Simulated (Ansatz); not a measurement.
Run report: SnO2, single-point calculation (part 1 of 2)

SnO2 (slab, 24 atoms in the cell), computed with DFT PBE, scalar-relativistic, plane waves, PAW, no spin polarisation (Ansatz 0.2.0).

The structure derives from an entry of the Crystallography Open Database. It belongs to a series of runs on one base structure; here: the slab at its places in the relaxed adsorbed structure. Figures and captions count atoms from 1; the log counts them from 0 in places.

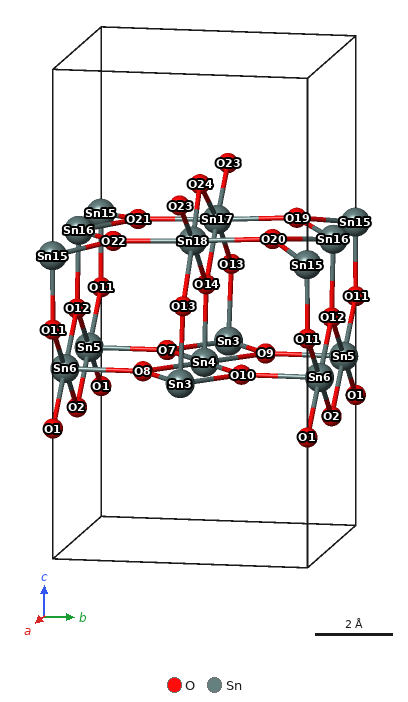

*The input geometry (ball-and-stick view of the cell of the calculation, with the vacuum cut short, seen slightly off an axis; atoms are numbered from 1 in the order of the input). An atom can appear more than once, as a periodic image.*

Near neighbours in the periodic cell (some may lie outside the picture): O has 2 Sn at 2.02 to 2.09 Å; Sn has 5 O at 1.98 to 2.10 Å; Sn has 6 O at 2.02 to 2.18 Å; O has 3 Sn at 1.98 to 2.18 Å.

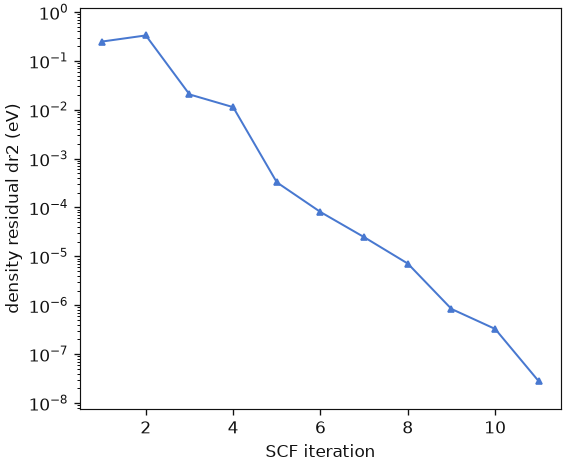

*Convergence of the self-consistent field: density residual dr2 against the SCF iteration.*

The residual falls almost steadily, with no more than small rises.

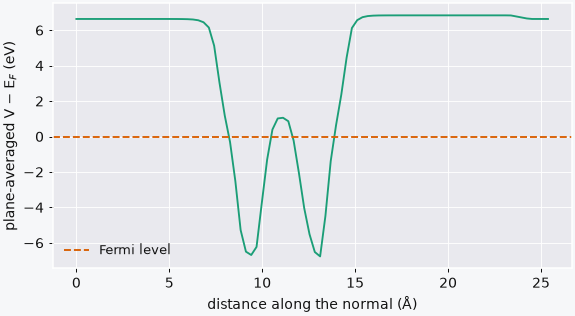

*Plane average of the electrostatic potential energy of an electron across the cell, from the Fermi level.*

The vacuum level lies 6.84 eV above the Fermi level on the upper side and 6.63 eV on the lower.

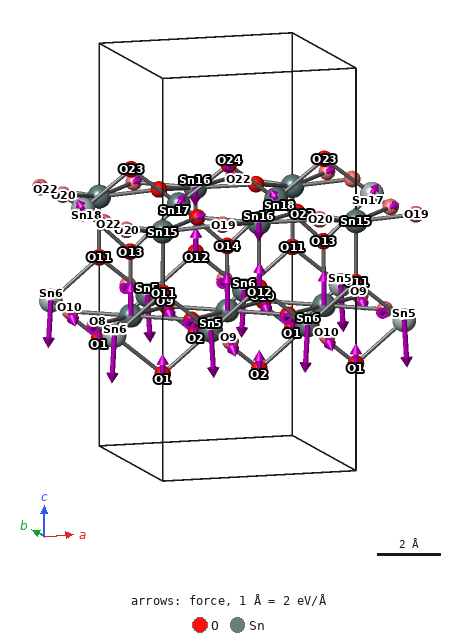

*Forces on the atoms as pink arrows (ball-and-stick view of the cell of the calculation, with the vacuum cut short, seen slightly off an axis; neighbours outside the cell are drawn fainter; atoms are numbered from 1 in the order of the input); the smallest are left out.*

The largest act on Sn5, Sn6 (3.10 eV/Å); Sn4 (2.50 eV/Å); Sn3 (2.25 eV/Å); O12 (1.66 eV/Å), among others. The geometry is not a stationary point of this energy.

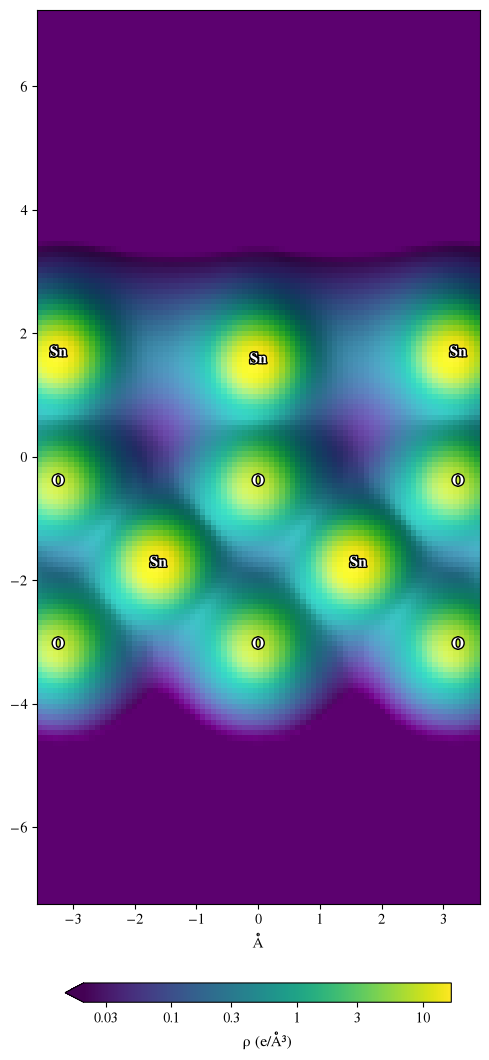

*Valence pseudo-density on the (010) plane of the calculation cell, a cut from vacuum to vacuum.*

Atoms in the plane: O and Sn. Sn–O (1.98 Å): ρ at the midpoint is about 0.8 e/Å³. Sn–O (2.09 Å): ρ is about 0.66 e/Å³ halfway. The density dies away to nearly zero in the vacuum. The fields are those of the smooth PAW valence density.

These pictures come from the run below.

### Input
```yaml
crystal:
  lattice:
    - [6.4759818732, 0.0, 0.0]
    - [0.0, 6.8274058871, 0.0]
    - [0.0, 0.0, 25.6599740799]
  atoms:
    - { symbol: O, position: [0.0, 0.0, 0.3117696057] }
    - { symbol: O, position: [0.5, 0.0, 0.3117696057] }
    - { symbol: Sn, position: [0.0, 0.5, 0.3632266166] }
    - { symbol: Sn, position: [0.5, 0.5, 0.3632266166] }
    - { symbol: Sn, position: [0.25, 0.0, 0.3632266166] }
    - { symbol: Sn, position: [0.75, 0.0, 0.3632266166] }
    - { symbol: O, position: [0.25, 0.3066050869, 0.3632266166] }
    - { symbol: O, position: [0.75, 0.3066050869, 0.3632266166] }
    - { symbol: O, position: [0.25, 0.6933949131, 0.3632266166] }
    - { symbol: O, position: [0.75, 0.6933949131, 0.3632266166] }
    - { symbol: O, position: [0.0, 0.0, 0.4146836276] }
    - { symbol: O, position: [0.5, 0.0, 0.4146836276] }
    - { symbol: O, position: [-4.4076e-06, 0.5112440964, 0.4437687448] }
    - { symbol: O, position: [0.4999996492, 0.5072660125, 0.4445175255] }
    - { symbol: Sn, position: [1.52987e-05, -0.001426855, 0.4917372544] }
    - { symbol: Sn, position: [0.5000304703, 0.006447823, 0.4960889291] }
    - { symbol: Sn, position: [0.2479622722, 0.5022214479, 0.500935879] }
    - { symbol: Sn, position: [0.7520305173, 0.5022214806, 0.5009350554] }
    - { symbol: O, position: [0.2488731006, 0.8155102384, 0.5056074568] }
    - { symbol: O, position: [0.7511588011, 0.8155107766, 0.5056088116] }
    - { symbol: O, position: [0.2420898513, 0.1907953225, 0.4981953635] }
    - { symbol: O, position: [0.7579542065, 0.1907991693, 0.4982008507] }
    - { symbol: O, position: [-1.10102e-05, 0.4979687485, 0.5486145071] }
    - { symbol: O, position: [0.4999974339, 0.4828477158, 0.5485718118] }
basis:
  ecutwfc: 420
kpoints:
  mp_grid: { grid: [3, 2, 1] }
hamiltonian:
  xc: pbe
scf:
  occupations: { method: gaussian, width: 0.05 }
output:
  forces: true
  eigenvalues: true
  write_density: true
  volumetric_format: npy
efield:
  axis: 3
  dipole_correction: true
  ramp_width: 0.04
```

Launched with:
```bash
ansatz run input.yaml --threads 4 --pin off --max-ram 10240MiB --backend cpu --events-out ev --progress --plain --runs-dir out
```

### What the program printed
```
Engine: ansatz 0.2.0, aarch64-unknown-linux-gnu
Pseudopotentials: kind: paw
Pseudopotential: O, paw, valence charge 6, recommended cutoff 420 eV (normal), O.paw.azcp
Pseudopotential: Sn, paw, valence charge 14, recommended cutoff 420 eV (normal), Sn.paw.azcp
Functional definition: PBE
  parameter kappa = 0.804
  parameter beta = 0.06672455060314922
  exchange = pbe_x(kappa = kappa, mu = beta*pi^2/3)
  correlation = pbe_c(beta = beta)
Crystal: 24 atoms, lattice volume = 1134.534 Å³
Basis set: ecut = 420 eV, 22195 PW (Γ), exchange–correlation on 90×96×360 points (8 copies of the dense FFT grid, shifted against one another)
Bands: 128, of which v1, the nominal top of the filled ones, is band 104 counted from 1 (103 counted from 0)
Symmetry: 1 space group operations
Space group: P1 (ITA 1), of the structure as read, at distance tolerance 1.0e-4 Å
k-points: 4 of 6 (time reversal used)
Non-local potential: O, projectors of the file, l = 0: 2, l = 1: 2, l = 2: 1
Non-local potential: Sn, projectors of the file, l = 0: 2, l = 1: 2, l = 2: 2, l = 3: 2
PAW form: soft (Blöchl's): semilocal exchange-correlation on the pseudo side does not see the compensation charge
PAW one-centre angular grid: O, 110 points (default); XC on 64 Gauss nodes
PAW one-centre angular grid: Sn, 590 points (default); XC on 64 Gauss nodes
Initial density: superposition of atomic densities (neutral atoms: chi_scale 0, normalization atom), corrected by the library's trained network
Initial wavefunctions: pseudopotential atomic-orbital guess
Functional: x = pbe(κ = 0.804, μ = 0.2195149727645171), c = pbe(β = 0.06672455060314922)
SCF iter   1: F=—  HF=-57265.367564 eV  |F-HF|=—  |Δ(HF+E_count)|=         —  Δρ=3.63e-3  dr2=2.49e-1  ethr=1.77e-3  p=-0.016 e·Å  D=-2.58e-3 V/Å  ΔV_dip=0.07 eV  dr2_dipole=3.87e-4  V_vac-E_F(+/−)=6.64/6.57 eV  ⟨swp⟩=7.5  Hψ=2156  notcnv=0  defer=36
efield: sawtooth ramp at fractional position 0.9102 (placed from the atoms, in the widest stretch of the axis that holds none; the zero of the levels goes with the place), width 0.0400; the density the first Hamiltonian is built on has a dipole p = -0.016 e·Å; the dipole correction subtracts the counter field D = -2.58e-3 V/Å, which shifts the + side's vacuum level by +0.07 eV against the − side's; the planar-averaged density in the ramp window peaks in size at 1.2e-6 e/Å³
preconditioner: auto → Resta (q_TF=auto, 2.056 Å⁻¹)  ε∞=1.8  [insulator: Δε(μ)=0.590 eV  Ē_g=17.866 eV  σ=0.050 eV  W_gap=1.00  n_scr=152 (ndim 8)  ℏωp=15.9 eV  f_vac=0.695  D(μ)=0.00/eV (n_scr^D=0)  ε∞_Penn≈1.8  vacuum switching on, ρ_ref=2.3e-2 e/Å³]
SCF iter   2: F=—  HF=-57265.383199 eV  |F-HF|=—  |Δ(HF+E_count)|=   1.56e-2  Δρ=4.98e-3  dr2=3.32e-1  ethr=1.20e-4  p=-0.035 e·Å  D=-5.62e-3 V/Å  ΔV_dip=0.14 eV  dr2_dipole=2.45e-3  V_vac-E_F(+/−)=6.68/6.54 eV  ⟨swp⟩=3.8  Hψ=1050  notcnv=0  defer=75
SCF iter   3: F=—  HF=-57265.337222 eV  |F-HF|=—  |Δ(HF+E_count)|=   4.60e-2  Δρ=1.16e-3  dr2=2.06e-2  ethr=1.20e-4  p=-0.062 e·Å  D=-9.84e-3 V/Å  ΔV_dip=0.25 eV  dr2_dipole=1.37e-3  V_vac-E_F(+/−)=6.86/6.61 eV  ⟨swp⟩=2.5  Hψ=665  notcnv=0  defer=75
SCF iter   4: F=—  HF=-57265.337038 eV  |F-HF|=—  |Δ(HF+E_count)|=   1.84e-4  Δρ=8.16e-4  dr2=1.13e-2  ethr=9.92e-6  p=-0.030 e·Å  D=-4.71e-3 V/Å  ΔV_dip=0.12 eV  dr2_dipole=1.60e-3  V_vac-E_F(+/−)=6.75/6.63 eV  ⟨swp⟩=2.0  Hψ=792  notcnv=0  defer=75
SCF iter   5: F=—  HF=-57265.335585 eV  |F-HF|=—  |Δ(HF+E_count)|=   1.45e-3  Δρ=1.86e-4  dr2=3.27e-4  ethr=5.45e-6  p=-0.049 e·Å  D=-7.75e-3 V/Å  ΔV_dip=0.20 eV  dr2_dipole=9.90e-7  V_vac-E_F(+/−)=6.83/6.63 eV  ⟨swp⟩=2.0  Hψ=614  notcnv=0  defer=75
SCF iter   6: F=—  HF=-57265.335747 eV  |F-HF|=—  |Δ(HF+E_count)|=   1.62e-4  Δρ=9.00e-5  dr2=8.08e-5  ethr=1.57e-7  p=-0.049 e·Å  D=-7.84e-3 V/Å  ΔV_dip=0.20 eV  dr2_dipole=1.25e-7  V_vac-E_F(+/−)=6.84/6.64 eV  ⟨swp⟩=2.0  Hψ=665  notcnv=0  defer=75
SCF iter   7: F=—  HF=-57265.335572 eV  |F-HF|=—  |Δ(HF+E_count)|=   1.75e-4  Δρ=4.86e-5  dr2=2.47e-5  ethr=3.89e-8  p=-0.049 e·Å  D=-7.89e-3 V/Å  ΔV_dip=0.20 eV  dr2_dipole=6.69e-8  V_vac-E_F(+/−)=6.84/6.64 eV  ⟨swp⟩=2.0  Hψ=659  notcnv=0  defer=75
SCF iter   8: F=—  HF=-57265.335577 eV  |F-HF|=—  |Δ(HF+E_count)|=   5.16e-6  Δρ=2.81e-5  dr2=7.11e-6  ethr=1.19e-8  p=-0.050 e·Å  D=-7.93e-3 V/Å  ΔV_dip=0.20 eV  dr2_dipole=8.02e-9  V_vac-E_F(+/−)=6.84/6.63 eV  ⟨swp⟩=2.0  Hψ=641  notcnv=0  defer=75
SCF iter   9: F=—  HF=-57265.335578 eV  |F-HF|=—  |Δ(HF+E_count)|=   8.99e-7  Δρ=1.11e-5  dr2=8.38e-7  ethr=3.42e-9  p=-0.050 e·Å  D=-7.94e-3 V/Å  ΔV_dip=0.20 eV  dr2_dipole=4.33e-9  V_vac-E_F(+/−)=6.84/6.64 eV  ⟨swp⟩=2.0  Hψ=642  notcnv=0  defer=75
SCF iter  10: F=—  HF=-57265.335578 eV  |F-HF|=—  |Δ(HF+E_count)|=   3.90e-7  Δρ=5.79e-6  dr2=3.27e-7  ethr=4.03e-10  p=-0.050 e·Å  D=-7.95e-3 V/Å  ΔV_dip=0.20 eV  dr2_dipole=3.95e-11  V_vac-E_F(+/−)=6.84/6.63 eV  ⟨swp⟩=2.0  Hψ=649  notcnv=0  defer=75
SCF iter  11: F=-57265.335578 eV  HF=-57265.335578 eV  |F-HF|=6.67e-8  |Δ(HF+E_count)|=   8.88e-8  Δρ=1.87e-6  dr2=2.77e-8  ethr=4.81e-11  p=-0.050 e·Å  D=-7.95e-3 V/Å  ΔV_dip=0.20 eV  dr2_dipole=6.25e-11  V_vac-E_F(+/−)=6.84/6.63 eV  ⟨swp⟩=22.0  Hψ=3369  notcnv=0
SCF 1 converged in 11 iterations: F = -57265.335578 eV  dr2 = 2.77e-8
  greatest PAW one-centre occupation: 0.996 electrons in one spin orbital (limit 2), on the Sn atom at site 14 (counted from 0), in its partial waves of l = 2
SCF converged after 11 iterations
Free energy (F): -57265.335578 eV
Harris-Foulkes:  -57265.335578 eV  (|F-HF|=6.67e-8)
Internal energy: -57265.335578 eV  (E = F + TS)
E sigma→0 (E₀):  -57265.335578 eV
Fermi energy:    -2.359008 eV
Dipole field:    D = -0.007957 V/Å  (p = -0.049890 e·Å, saw-weighted, corrected)
Work function:   Φ+ = 6.8390 eV   Φ− = 6.6348 eV
Levels:          The Fermi level and band energies are counted from a zero that moves with the ramp; work functions are not
```
